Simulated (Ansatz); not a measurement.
**Geometry relaxation of NbAs₂ (part 1 of 3)**

The run: geometry relaxation of NbAs₂ (slab, 12 atoms in the cell). Method and program: DFT PBEsol, scalar-relativistic, plane waves, PAW, no spin polarisation (Ansatz 0.2.0).

The structure derives from an entry of the Crystallography Open Database. It belongs to a series of runs on one base structure; here: (0 0 1) slab, atoms relaxed. Figures and captions count atoms from 1; the log counts them from 0 in places.

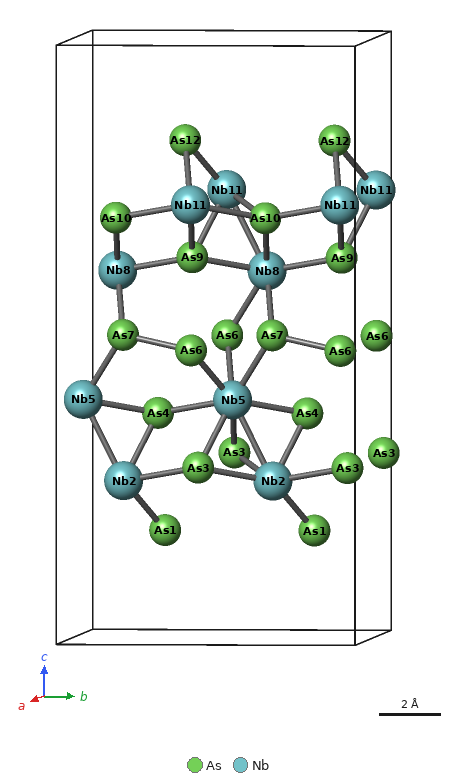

**Figure 1.** The structure as given in the input (ball-and-stick view of the 1 × 2 repeat of the cell, with the vacuum cut short, seen slightly off an axis; atoms are numbered from 1 in the order of the input). An atom can appear more than once, as a periodic image.

**Input**
```yaml
crystal:
  lattice:
    - [3.3613228709, 0.0, 0.0]
    - [-1.6806614354, 4.6665248491, 0.0]
    - [0.0, 0.0, 28.1629699021]
  atoms:
    - { symbol: As, position: [0.2973273578, 0.5579875601, 0.2663071411] }
    - { symbol: Nb, position: [0.7081597878, 0.3796527733, 0.3327071253] }
    - { symbol: As, position: [0.9922286134, 0.9477911847, 0.3537311815] }
    - { symbol: As, position: [0.2703000731, 0.503934104, 0.4057755095] }
    - { symbol: Nb, position: [0.5543696588, 0.0720725154, 0.4267995657] }
    - { symbol: As, position: [0.9652024421, 0.8937377286, 0.4931995499] }
    - { symbol: As, position: [0.7059482393, 0.375229323, 0.5068004501] }
    - { symbol: Nb, position: [0.1167806692, 0.1968945362, 0.5732004343] }
    - { symbol: As, position: [0.4008494949, 0.7650329476, 0.5942244905] }
    - { symbol: As, position: [0.6789209545, 0.3211758669, 0.6462688185] }
    - { symbol: Nb, position: [0.9629905402, 0.8893142783, 0.6672928747] }
    - { symbol: As, position: [0.3738233236, 0.7109794915, 0.7336928589] }
basis:
  ecutwfc: 420
kpoints:
  mp_grid: { grid: [11, 8, 1] }
hamiltonian:
  xc: pbesol
scf:
  occupations: { method: gaussian, width: 0.1 }
output:
  forces: true
  eigenvalues: true
  write_density: true
  write_potential: true
  elf: true
  volumetric_format: npy
relax:
  adjacent_minimum: "off"
  f_tol: 0.02
  max_steps: 60
efield:
  axis: 3
  dipole_correction: true
  ramp_width: 0.04
```

Run on 1 thread of Intel Xeon @ 2.50GHz (Skylake/Cascade Lake), 96 GiB of memory available, shared host.

Command:
```bash
ansatz run input.yaml --threads 1 --pin off --max-ram 2560MiB --backend cpu --events-out ev --progress --plain --runs-dir out
```

**The program's output**
```
Warning: the atoms were moved onto the symmetric positions of the space group found under crystal.symmetry.tolerance 1.0e-5 (fractional; no operation is sought that the atoms, as they stand in a round, miss by more than twice it, and no atom is moved by as much as it), and the run uses the moved positions. Before a round's move an operation carried an atom to 2.10e-6 Å from where it should land, the largest such distance. Atom 2 (counting from 0) moved farthest, by 1.05e-6 Å; the longest move in fractions of the cell, of whichever atom, is 0.03 of the tolerance, in 1 round. To run the atoms as typed, lower crystal.symmetry.tolerance until the operations that they miss are no longer found, or set crystal.symmetry.detect: false (a key that needs symmetry detection or time reversal refuses this as the deck is read). The positions used, in the order of the run's atom list: position: [0.29732711337499995, 0.5579875601, 0.2663071411]; position: [0.708159719975, 0.3796527733, 0.3327071253]; position: [0.992228925675, 0.9477911847, 0.3537311815]; position: [0.270300385325, 0.503934104, 0.4057755095]; position: [0.5543695910249999, 0.0720725154, 0.4267995657]; position: [0.965202197625, 0.8937377286, 0.4931995499]; position: [0.705947994825, 0.375229323, 0.5068004501]; position: [0.116780601425, 0.1968945362, 0.5732004343]; position: [0.40084980712499996, 0.7650329476, 0.5942244905]; position: [0.678921266775, 0.3211758669, 0.6462688185]; position: [0.962990472475, 0.8893142783, 0.6672928747]; position: [0.37382307907499995, 0.7109794915, 0.7336928589]; The lattice was moved too: crystal.lattice keeps the space group found at crystal.symmetry.tolerance 1.0e-5 only nearly: the operation that it misses by the most changes a squared length by the fraction 2.14e-11. The run uses the lattice that is a stretch of the typed one, with no rotation, onto the one that keeps every operation to a double's rounding (on a very oblique basis the stretch itself rounds by more); the deck's lattice vector that moved farthest moved by 2.66e-11 Å. To run the lattice as typed, set crystal.symmetry.detect: false, as for the atoms. crystal.lattice made exact, in Å and degrees: [[3.3613228709, -1.800766684855324e-11, 0.0], [-1.680661435425, 4.6665248491090034, 0.0], [0.0, 0.0, 28.1629699021]]. Pasted over the deck's crystal.lattice, beside positions in fractional coordinates, it runs the same cell (given as lengths and angles, that cell in the form's own orientation, a rigid turn of the misfit's size from the one run here, for which a checkpoint.post_process_only pass over this run's state can be refused: where this run relaxes nothing, give such a pass this deck's own crystal.lattice, as typed; behind a relaxation, as crystal.lattice, the state's own cell, identity.cell in its checkpoint.json), and a matrix so pasted ends this notice, except on a very skew basis of the lattice, where the rounding of the pasted numbers themselves can read as a misfit: the cell is then moved again, and that move is told again. The lattice as run is in this notice's lattice.as_run_ang field (Run.prep()["deck_notices"] in Python, the deck_notice line of an events file, deck_notices of ansatz run --dry-run=json, or deck_notices in record.json in the deck's checkpoint.write directory).
Warning: crystal.symmetry: narrowed to the stabiliser of the k-point mesh — unitary ops 2 → 1; excluded 1 operation that carries a point of the 11×8×1 mesh (shift [0, 0, 0]) off the mesh (the run samples exactly the mesh kpoints.mp_grid names, as under crystal.symmetry.detect: false, and its converged state has the mesh's symmetry, not the crystal's; ε∞, the Born charges and the force constants of a linear response (`dielectric:` by the response, `phonons.method: dfpt`) are averaged over those of the crystal's operations that the state keeps within a tolerance, where `mesh_tensors`, `unaveraged_element` or `gamma_mean_max_change_ev_ang2` stands beside them; a row that `dielectric.field_direction` solves alone is averaged likewise, with nothing beside; a Γ-centred mesh of equal divisions is mapped onto itself by every operation and keeps the whole group, as does a half-shifted one under kpoints.further_shifts: images)
Engine: ansatz 0.2.0, x86_64-unknown-linux-gnu
Pseudopotentials: kind: paw
Pseudopotential: As, paw, valence charge 15, recommended cutoff 420 eV (normal), As.paw.azcp
Pseudopotential: Nb, paw, valence charge 13, recommended cutoff 420 eV (normal), Nb.paw.azcp
Functional definition: PBEsol
  exchange = pbesol_x
  correlation = pbesol_c
Crystal: 12 atoms, lattice volume = 441.756 Å³
Basis set: ecut = 420 eV, 8693 PW (Γ), exchange–correlation on 48×72×384 points (8 copies of the dense FFT grid, shifted against one another)
Bands: 104, of which v1, the nominal top of the filled ones, is band 86 counted from 1 (85 counted from 0)
Symmetry: 1 space group operations
k-points: 45 of 88 (time reversal used)
Non-local potential: As, projectors of the file, l = 0: 2, l = 1: 2, l = 2: 3, l = 3: 1
Non-local potential: Nb, projectors of the file, l = 0: 3, l = 1: 2, l = 2: 2, l = 3: 1
PAW form: soft (Blöchl's): semilocal exchange-correlation on the pseudo side does not see the compensation charge
PAW frozen core: As, regenerated for the run's functional, and the local potential with it (the file was generated under x = pbe(κ = 0.804, μ = 0.2195149727645171), c = pbe(β = 0.06672455060314922))
PAW frozen core: Nb, regenerated for the run's functional, and the local potential with it (the file was generated under x = pbe(κ = 0.804, μ = 0.2195149727645171), c = pbe(β = 0.06672455060314922))
PAW one-centre angular grid: As, 590 points (default); XC on 64 Gauss nodes
PAW one-centre angular grid: Nb, 590 points (default); XC on 64 Gauss nodes
Initial density: superposition of atomic densities (neutral atoms: chi_scale 0, normalization atom), corrected by the library's trained network
Initial wavefunctions: pseudopotential atomic-orbital guess
Functional: x = pbesol(κ = 0.804, μ = 0.12345679012345678), c = pbesol(β = 0.046)
SCF iter   1: F=—  HF=-56489.303963 eV  |F-HF|=—  |Δ(HF+E_count)|=         —  Δρ=5.07e-3  dr2=1.26e0  ethr=1.77e-3  p=0.000 e·Å  D=1.81e-13 V/Å  ΔV_dip=-0.00 eV  dr2_dipole=9.60e-8  V_vac-E_F(+/−)=5.79/5.79 eV  ⟨swp⟩=7.2  Hψ=17771  notcnv=0  defer=70
efield: sawtooth ramp at fractional position 0.9800 (placed from the atoms, in the widest stretch of the axis that holds none; the zero of the levels goes with the place), width 0.0400; the density the first Hamiltonian is built on has a dipole p = 0.000 e·Å; the dipole correction subtracts the counter field D = 1.81e-13 V/Å, which shifts the + side's vacuum level by -0.00 eV against the − side's; the planar-averaged density in the ramp window peaks in size at 1.3e-5 e/Å³
preconditioner: auto → LDOS  [metal: Δε(μ)=0.002 eV  Ē_g=7.220 eV  σ=0.100 eV  W_gap=0.01  n_scr=98 (ndim 8)  ℏωp=13.7 eV  f_vac=0.457  D(μ)=8.87/eV (n_scr^D=42)  β→1.0]
SCF iter   2: F=—  HF=-56489.262631 eV  |F-HF|=—  |Δ(HF+E_count)|=   4.13e-2  Δρ=2.12e-3  dr2=4.89e-2  ethr=7.32e-4  p=0.000 e·Å  D=2.11e-6 V/Å  ΔV_dip=-0.00 eV  dr2_dipole=3.88e-7  V_vac-E_F(+/−)=5.66/5.66 eV  ⟨swp⟩=1.5  Hψ=5457  notcnv=0  defer=235
SCF iter   3: F=—  HF=-56489.256325 eV  |F-HF|=—  |Δ(HF+E_count)|=   6.31e-3  Δρ=1.31e-3  dr2=5.13e-2  ethr=2.84e-5  p=0.000 e·Å  D=6.32e-6 V/Å  ΔV_dip=-0.00 eV  dr2_dipole=2.49e-7  V_vac-E_F(+/−)=5.63/5.63 eV  ⟨swp⟩=2.9  Hψ=8372  notcnv=0  defer=235
SCF iter   4: F=—  HF=-56489.251156 eV  |F-HF|=—  |Δ(HF+E_count)|=   5.17e-3  Δρ=4.34e-4  dr2=2.85e-3  ethr=2.84e-5  p=0.000 e·Å  D=1.24e-7 V/Å  ΔV_dip=-0.00 eV  dr2_dipole=9.37e-11  V_vac-E_F(+/−)=5.61/5.61 eV  ⟨swp⟩=3.0  Hψ=8574  notcnv=0  defer=235
SCF iter   5: F=—  HF=-56489.251051 eV  |F-HF|=—  |Δ(HF+E_count)|=   1.05e-4  Δρ=1.76e-4  dr2=3.66e-4  ethr=1.66e-6  p=-0.000 e·Å  D=-1.20e-7 V/Å  ΔV_dip=0.00 eV  dr2_dipole=1.10e-8  V_vac-E_F(+/−)=5.60/5.60 eV  ⟨swp⟩=2.2  Hψ=8157  notcnv=0  defer=169
SCF iter   6: F=—  HF=-56489.251020 eV  |F-HF|=—  |Δ(HF+E_count)|=   3.09e-5  Δρ=6.19e-5  dr2=3.67e-5  ethr=2.13e-7  p=0.000 e·Å  D=1.51e-7 V/Å  ΔV_dip=-0.00 eV  dr2_dipole=6.94e-10  V_vac-E_F(+/−)=5.60/5.60 eV  ⟨swp⟩=2.6  Hψ=5973  notcnv=0  defer=149
iter 7 did not close the SCF: its close was put off until two iterations running show no level that it waits for move by more than its bar (scf_convergence_deferred on its scf_iter line)
SCF iter   7: F=-56489.251021 eV  HF=-56489.251021 eV  |F-HF|=3.79e-8  |Δ(HF+E_count)|=   4.99e-7  Δρ=2.05e-5  dr2=2.78e-6  ethr=5.81e-9  p=-0.000 e·Å  D=-1.77e-7 V/Å  ΔV_dip=0.00 eV  dr2_dipole=3.08e-10  V_vac-E_F(+/−)=5.60/5.60 eV  ⟨swp⟩=21.1  Hψ=49927  notcnv=0
SCF iter   8: F=-56489.251022 eV  HF=-56489.251022 eV  |F-HF|=3.66e-8  |Δ(HF+E_count)|=   1.34e-6  Δρ=6.25e-6  dr2=2.93e-7  ethr=1.61e-9  p=-0.000 e·Å  D=-1.53e-7 V/Å  ΔV_dip=0.00 eV  dr2_dipole=2.83e-10  V_vac-E_F(+/−)=5.60/5.60 eV  ⟨swp⟩=10.5  Hψ=36332  notcnv=0
SCF 1 converged in 8 iterations: F = -56489.251022 eV  dr2 = 2.93e-7
  greatest PAW one-centre occupation: 0.999 electrons in one spin orbital (limit 2), on the As atom at site 6 (counted from 0), in its partial waves of l = 2
relax step   1: F+E_penalty+E_count = -56489.25102221 eV  Δ(F+E_penalty+E_count) = +0.000e0 eV  max|allowed force component| = 6.334e-1 eV/Å  Δτ_max = 0.0000 Å  (8 SCF iters, dr2 threshold 1.00e-5 eV, accepted)
Initial density: handed on by an earlier stage of this run
Initial wavefunctions: those handed on with the density
iter 1 solved again at ethr=2.50e-4 eV; its pass at ethr=3.10e-3 eV (dr2=4.30e-1 eV) is discarded
SCF iter   1: F=—  HF=-56489.476365 eV  |F-HF|=—  |Δ(HF+E_count)|=         —  Δρ=6.39e-3  dr2=4.45e-1  ethr=2.50e-4  p=-0.000 e·Å  D=-1.53e-7 V/Å  ΔV_dip=0.00 eV  dr2_dipole=1.59e-10  V_vac-E_F(+/−)=5.60/5.60 eV  ⟨swp⟩=1.1  Hψ=14665  notcnv=0  defer=409
efield: sawtooth ramp at fractional position 0.9800 (handed on by an earlier solve), width 0.0400; the density the first Hamiltonian is built on has a dipole p = -0.000 e·Å; the dipole correction subtracts the counter field D = -1.53e-7 V/Å, which shifts the + side's vacuum level by +0.00 eV against the − side's; the planar-averaged density in the ramp window peaks in size at 7.1e-7 e/Å³
preconditioner: auto → LDOS  [metal: Δε(μ)=0.005 eV  Ē_g=7.262 eV  σ=0.100 eV  W_gap=0.03  n_scr=98 (ndim 8)  ℏωp=13.7 eV  f_vac=0.463  D(μ)=9.84/eV (n_scr^D=56)  β→1.0]
SCF iter   2: F=—  HF=-56489.438417 eV  |F-HF|=—  |Δ(HF+E_count)|=   3.79e-2  Δρ=2.69e-3  dr2=6.19e-2  ethr=2.50e-4  p=0.000 e·Å  D=1.68e-5 V/Å  ΔV_dip=-0.00 eV  dr2_dipole=1.49e-6  V_vac-E_F(+/−)=5.51/5.51 eV  ⟨swp⟩=2.0  Hψ=5825  notcnv=0  defer=409
SCF iter   3: F=—  HF=-56489.431289 eV  |F-HF|=—  |Δ(HF+E_count)|=   7.13e-3  Δρ=1.03e-3  dr2=2.04e-2  ethr=3.60e-5  p=-0.000 e·Å  D=-3.48e-6 V/Å  ΔV_dip=0.00 eV  dr2_dipole=1.43e-6  V_vac-E_F(+/−)=5.53/5.53 eV  ⟨swp⟩=2.9  Hψ=7264  notcnv=0  defer=409
SCF iter   4: F=—  HF=-56489.429168 eV  |F-HF|=—  |Δ(HF+E_count)|=   2.12e-3  Δρ=3.90e-4  dr2=4.57e-3  ethr=1.19e-5  p=0.000 e·Å  D=2.50e-6 V/Å  ΔV_dip=-0.00 eV  dr2_dipole=1.55e-8  V_vac-E_F(+/−)=5.51/5.51 eV  ⟨swp⟩=2.0  Hψ=5715  notcnv=0  defer=423
SCF iter   5: F=—  HF=-56489.428909 eV  |F-HF|=—  |Δ(HF+E_count)|=   2.58e-4  Δρ=1.59e-4  dr2=6.56e-4  ethr=2.65e-6  p=-0.000 e·Å  D=-2.35e-6 V/Å  ΔV_dip=0.00 eV  dr2_dipole=1.21e-8  V_vac-E_F(+/−)=5.50/5.50 eV  ⟨swp⟩=2.0  Hψ=5464  notcnv=0  defer=423
SCF iter   6: F=—  HF=-56489.428843 eV  |F-HF|=—  |Δ(HF+E_count)|=   6.65e-5  Δρ=6.53e-5  dr2=5.53e-5  ethr=3.81e-7  p=-0.000 e·Å  D=-1.34e-7 V/Å  ΔV_dip=0.00 eV  dr2_dipole=1.51e-9  V_vac-E_F(+/−)=5.50/5.50 eV  ⟨swp⟩=2.0  Hψ=5534  notcnv=0  defer=423
SCF iter   7: F=-56489.428844 eV  HF=-56489.428849 eV  |F-HF|=5.50e-6  |Δ(HF+E_count)|=   6.25e-6  Δρ=2.50e-5  dr2=8.28e-6  ethr=1.46e-8  p=-0.000 e·Å  D=-9.62e-7 V/Å  ΔV_dip=0.00 eV  dr2_dipole=7.88e-10  V_vac-E_F(+/−)=5.50/5.50 eV  ⟨swp⟩=21.6  Hψ=49500  notcnv=0
SCF 2 converged in 7 iterations: F = -56489.428844 eV  dr2 = 8.28e-6
[... from here on the iterations of each SCF are left out, up to the last one ...]
relax step   2: F+E_penalty+E_count = -56489.42884358 eV  Δ(F+E_penalty+E_count) = -1.778e-1 eV  max|allowed force component| = 2.584e-1 eV/Å  Δτ_max = 0.1929 Å  (7 SCF iters, dr2 threshold 2.51e-5 eV, accepted)
efield: sawtooth ramp at fractional position 0.9800 (handed on by an earlier solve), width 0.0400; the density the first Hamiltonian is built on has a dipole p = -0.000 e·Å; the dipole correction subtracts the counter field D = -9.62e-7 V/Å, which shifts the + side's vacuum level by +0.00 eV against the − side's; the planar-averaged density in the ramp window peaks in size at 6.5e-7 e/Å³
preconditioner: auto → LDOS  [metal: Δε(μ)=0.003 eV  Ē_g=7.307 eV  σ=0.100 eV  W_gap=0.02  n_scr=98 (ndim 8)  ℏωp=13.7 eV  f_vac=0.468  D(μ)=10.31/eV (n_scr^D=64)  β→1.0]
SCF 3 converged in 6 iterations: F = -56489.581060 eV  dr2 = 4.00e-6
relax step   3: F+E_penalty+E_count = -56489.58105988 eV  Δ(F+E_penalty+E_count) = -1.522e-1 eV  max|allowed force component| = 5.362e-1 eV/Å  Δτ_max = 0.1903 Å  (6 SCF iters, dr2 threshold 4.17e-6 eV, accepted)
efield: sawtooth ramp at fractional position 0.9800 (handed on by an earlier solve), width 0.0400; the density the first Hamiltonian is built on has a dipole p = -0.000 e·Å; the dipole correction subtracts the counter field D = -1.93e-7 V/Å, which shifts the + side's vacuum level by +0.00 eV against the − side's; the planar-averaged density in the ramp window peaks in size at 4.8e-7 e/Å³
preconditioner: auto → LDOS  [metal: Δε(μ)=0.027 eV  Ē_g=7.359 eV  σ=0.100 eV  W_gap=0.15  n_scr=98 (ndim 8)  ℏωp=13.7 eV  f_vac=0.474  D(μ)=8.35/eV (n_scr^D=38)  β→1.0]
SCF 4 converged in 6 iterations: F = -56489.810590 eV  dr2 = 9.68e-6
  Residual-converged pass: ⟨swp⟩=1.0  Hψ=4860  notcnv=0  max |occ|·‖R‖ = 7.1e-9 eV (tolerance 1.0e-8 eV)  dr2=9.68e-6  dr2_onsite=2.00e-7  max |Δocc| = 5.0e-11
```
